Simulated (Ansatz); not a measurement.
Read the following structure.

```yaml
crystal:
  lattice:
    - [-3.57682, 0.00000, 0.00000]
    - [0.00000, -3.57682, 0.00000]
    - [0.00000, 0.00000, 14.90535]
  atoms:
    - { symbol: Hf, position: [0.50000, 0.50000, 0.81481] }
    - { symbol: Hf, position: [0.50000, 0.50000, 0.46576] }
    - { symbol: Hf, position: [0.00000, 0.00000, 0.64029] }
    - { symbol: Hf, position: [0.00000, 0.00000, 0.29124] }
    - { symbol: O, position: [0.00000, 0.50000, 0.18519] }
    - { symbol: O, position: [0.00000, 0.50000, 0.53424] }
    - { symbol: O, position: [0.50000, 0.00000, 0.22277] }
    - { symbol: O, position: [0.50000, 0.00000, 0.57182] }
    - { symbol: O, position: [0.50000, 0.00000, 0.74634] }
    - { symbol: O, position: [0.50000, 0.00000, 0.39729] }
    - { symbol: O, position: [0.00000, 0.50000, 0.70876] }
    - { symbol: O, position: [0.00000, 0.50000, 0.35971] }
```

> What would you see if this were drawn?

Formula: HfO₂. Counting shared atoms by their share gives 4 Hf, 8 O, or 12 atoms. Coordination numbers (contacts within bonding distance): Hf 4 to 8 (mean 7.0) and O 2 to 4 (mean 3.5). Not all metal-metal contacts are counted. The bonds build HfO2 layers parallel to (001).

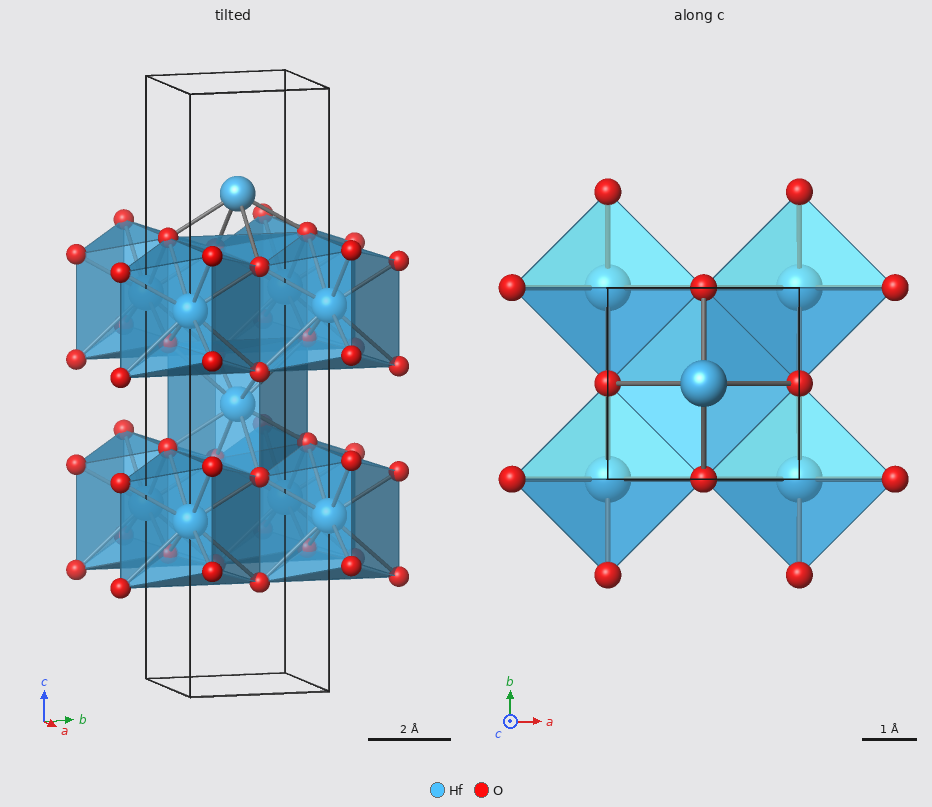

A polyhedral rendering, viewed slightly off an axis and along the c axis. The parallelepiped is the simulation cell. Some neighbours outside the box are added. Colours: hafnium blue, oxygen red.

Provenance: a structure listed in the Materials Project. The cell was then strained or its atoms displaced on purpose. It was run through Ansatz as a DFT input.

At this level of theory the run's own cell isn't at rest (stretched, at -4 GPa and forces up to 2.6 eV/Å), so its distances can differ from those at equilibrium, the more so the softer the solid.
